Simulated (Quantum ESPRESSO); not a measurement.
**A series of single points on BN**

System: BN (F-43m, 2 atoms in the cell).
Method: Kohn-Sham DFT of a periodic cell, r2SCAN, SG15 PBE 1.2, no spin polarisation (Quantum ESPRESSO 7.5).

The 7 runs differ only in the geometry, by an even scaling of the cell at fixed fractional positions. The structure derives from a Materials Project entry.

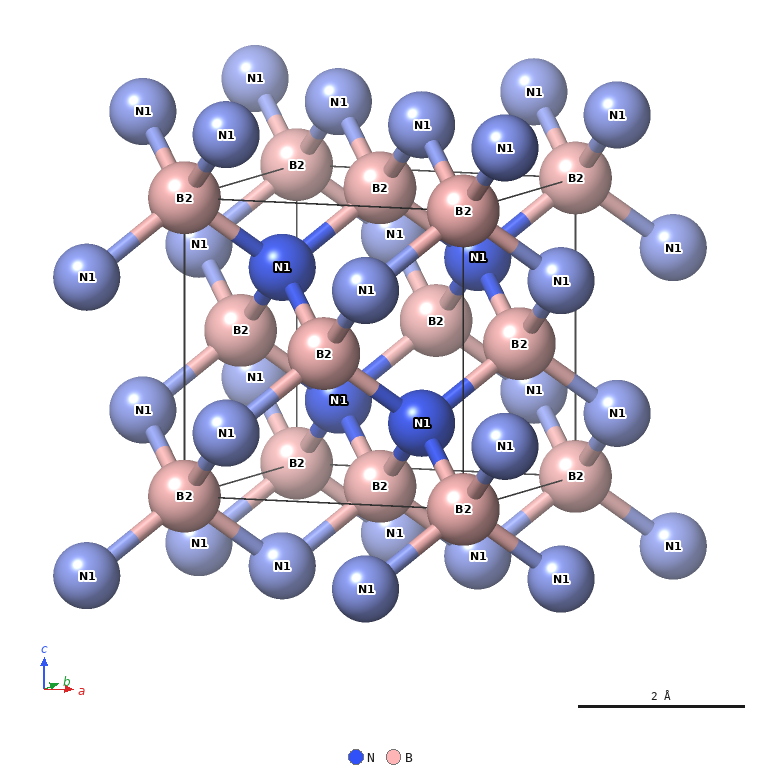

Figure 1. The structure of run 4 (ball-and-stick view of the cell 4 times as large as that of the calculation, set on its symmetry axes, seen slightly off an axis; neighbours outside the cell are drawn fainter; atoms are numbered from 1 in the order of the input). An atom can appear more than once, as a periodic image.

## Input of run 4
```
&CONTROL
  calculation = 'scf'
  prefix = 'pwscf'
  outdir = './tmp'
  pseudo_dir = './pseudo'
  tstress = .true.
  disk_io = 'nowf'
/
&SYSTEM
  ibrav = 0
  nat = 2
  ntyp = 2
  ecutwfc = 88
  nbnd = 9
  input_dft = 'r2scan'
  occupations = 'smearing'
  smearing = 'fd'
  degauss = 0.00367493
  nosym = .true.
  nr1 = 32
  nr2 = 32
  nr3 = 32
/
&ELECTRONS
  conv_thr = 1d-08
  electron_maxstep = 120
  mixing_beta = 0.5
/
ATOMIC_SPECIES
N     14.0070 N_ONCV_PBE-1.2.upf
B     10.8100 B_ONCV_PBE-1.2.upf
CELL_PARAMETERS angstrom
   0.0000000000    1.8130010000    1.8130010000
   1.8130010000    0.0000000000    1.8130010000
   1.8130010000    1.8130010000    0.0000000000
ATOMIC_POSITIONS crystal
N      0.2500000000    0.2500000000    0.2500000000
B      0.0000000000    0.0000000000    0.0000000000
K_POINTS automatic
10 10 10 0 0 0
```

Command:
```bash
OMP_NUM_THREADS=1 mpirun -n 4 pw.x -nk 4 -in pw.in > pw.out
```

Run 3 differs from it as follows:
```diff
-   0.0000000000    1.8130010000    1.8130010000
-   1.8130010000    0.0000000000    1.8130010000
-   1.8130010000    1.8130010000    0.0000000000
+   0.0000000000    1.8008328414    1.8008328414
+   1.8008328414    0.0000000000    1.8008328414
+   1.8008328414    1.8008328414    0.0000000000
```

## Results, with one run withheld

| run | volume per atom (Å³) | free energy per atom, from the lowest run given (meV) | pressure (GPa) | gap on the mesh (eV) |
| --- | --- | --- | --- | --- |
| 1 | 5.602 | 14.30 | 19.60 | 5.06 |
| 2 | 5.721 | 3.19 | 10.38 | 5.03 |
| 3 | 5.840 | ? | ? | ? |
| 4 | 5.959 | 0.00 | −5.63 | 4.97 |
| 5 | 6.078 | 6.80 | −12.57 | 4.94 |
| 6 | 6.198 | 18.52 | −18.88 | 4.91 |
| 7 | 6.317 | 34.73 | −24.62 | 4.88 |

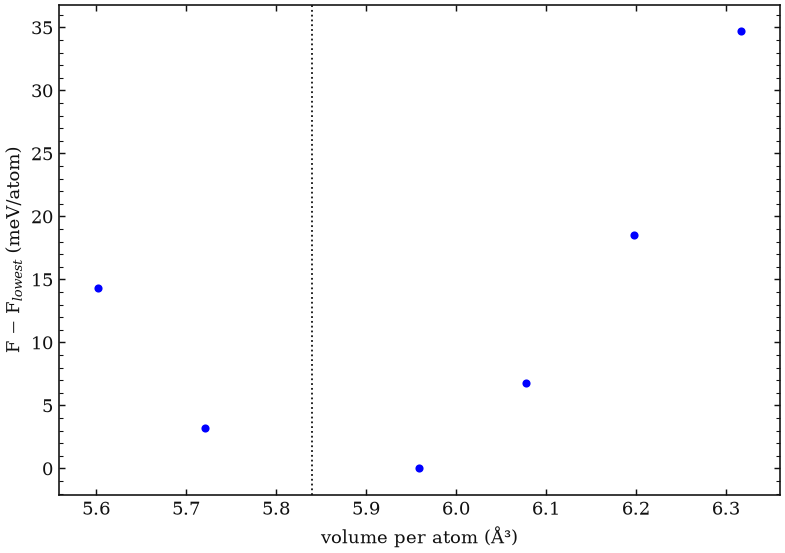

Figure 2. Free energy per atom of the runs given; the dotted line marks run 3.

What should run 3 give?

A cubic polynomial in V^(−2/3) (the Birch–Murnaghan form), fitted to the 6 runs given, misses them by at most 0.03 meV per atom. With x = V^(−2/3) − 0.30386 Å⁻², it reads F = 0.41922 − 1153.9 x + 1.6856e+05 x² − 75406 x³ (meV per atom). At run 3 it gives −1.37 meV per atom, and the run itself gives −1.38. The slope of the fit gives a pressure −dF/dV of 2.02 GPa there, and the run prints 2.00 GPa. The fit has its minimum at 5.871 Å³ per atom, where V d²F/dV² gives 384 GPa: the bulk modulus at this level, since symmetry fixes the shape and the positions. The gap on the mesh goes, without turning, from 5.06 eV in run 1 to 4.88 eV in run 7; run 3 has 5.00 eV. These are gaps of this functional on this mesh, which can miss the band edges; they aren't the measured gap.

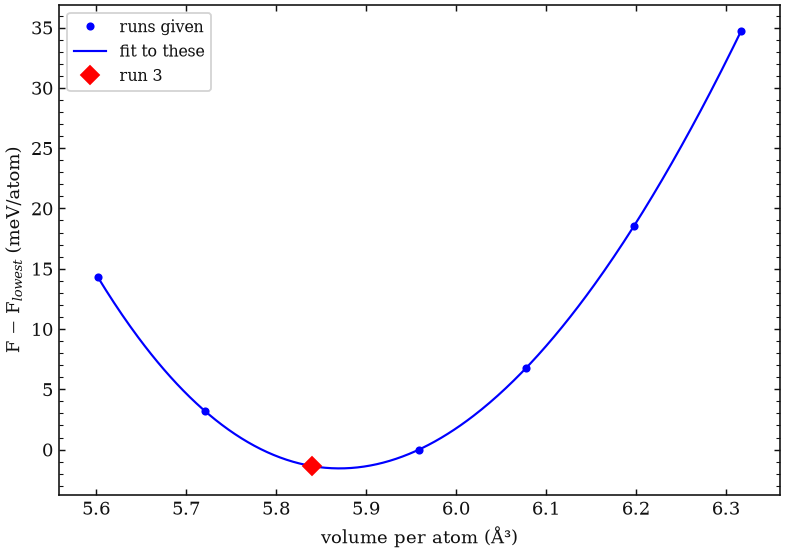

Figure 3. The fit and the withheld run.

## Some lines of the output (run 3)
```
[...]
     unit-cell volume          =      78.8219 (a.u.)^3
     number of k points=   504  Fermi-Dirac smearing, width (Ry)=  0.0037
     total energy              =     -25.68662263 Ry
     total energy              =     -25.73208181 Ry
     total energy              =     -25.73403019 Ry
     total energy              =     -25.73417812 Ry
     total energy              =     -25.73419063 Ry
     total energy              =     -25.73419137 Ry
     total energy              =     -25.73419144 Ry
     the Fermi energy is    13.4714 ev
!    total energy              =     -25.73419145 Ry
     The total energy is F=E-TS. E is the sum of the following terms:
     Computing stress (Cartesian axis) and pressure
          total   stress  (Ry/bohr**3)                   (kbar)     P=       19.97
```

Notes: Further notes kept with the run: potentials made for another functional. Points of doubt noted for this run: potentials made for another functional.
